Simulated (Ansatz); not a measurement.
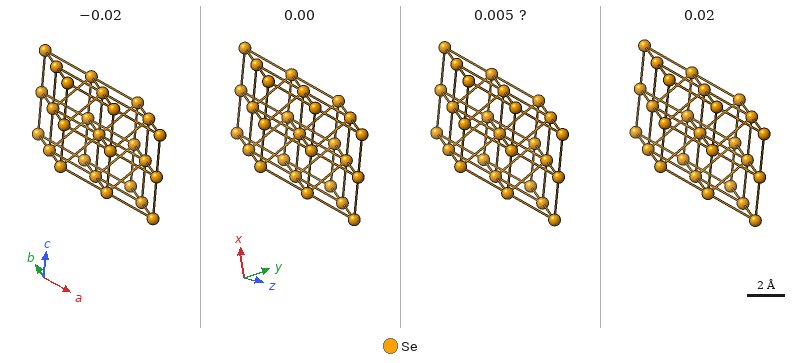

Energy scan for solid Se (Im-3m), in which the cell is strained equally along x and y, with the atoms kept at their fractional coordinates. x, y and z are the Cartesian axes of the input. The picture is a ball-and-stick view of the cell of the calculation, repeated 2 × 2 × 2 with one cell outlined, seen slightly off an axis.

Level of theory: DFT LDA, scalar-relativistic, plane waves, PAW (Ansatz). Set-up: plane-wave cutoff 420 eV; k-point mesh 20 × 20 × 20; occupations gaussian; smearing width 0.15 eV; no spin polarisation. Energies (free energies at the smearing named) are counted from the cell as listed in its source, which wasn't relaxed.

| strain | ΔE (meV/atom) |
| --- | --- |
| −0.020 | −7.9 |
| −0.015 | −7.8 |
| −0.010 | −6.4 |
| −0.005 | −3.8 |
| 0.000 | 0.0 |
| 0.005 | ? |
| 0.010 | 10.8 |
| 0.015 | 17.8 |
| 0.020 | 25.7 |

Question: Estimate the missing energy from the other rows, and compare with the calculation.

Answer: A straight line between the two neighbours gives 5.4 meV/atom. A cubic through the four nearest rows (−0.005, 0.000, 0.010, 0.015) gives, with Lagrange weights, (−0.1667)(−3.8) + (0.6667)(0.0) + (0.6667)(10.8) + (−0.1667)(17.8) = 4.9 meV/atom. The calculation gives 4.9 meV/atom, so the cubic is right to the digits shown and the straight line 0.5 meV/atom too high, as the curve bends upwards here.

The whole profile:

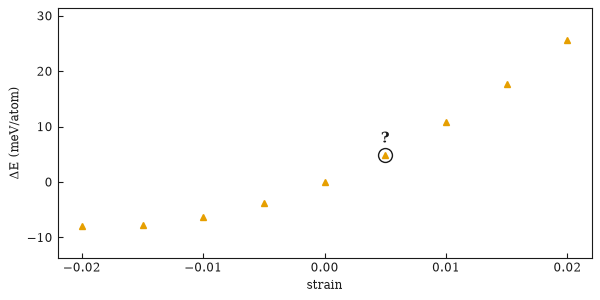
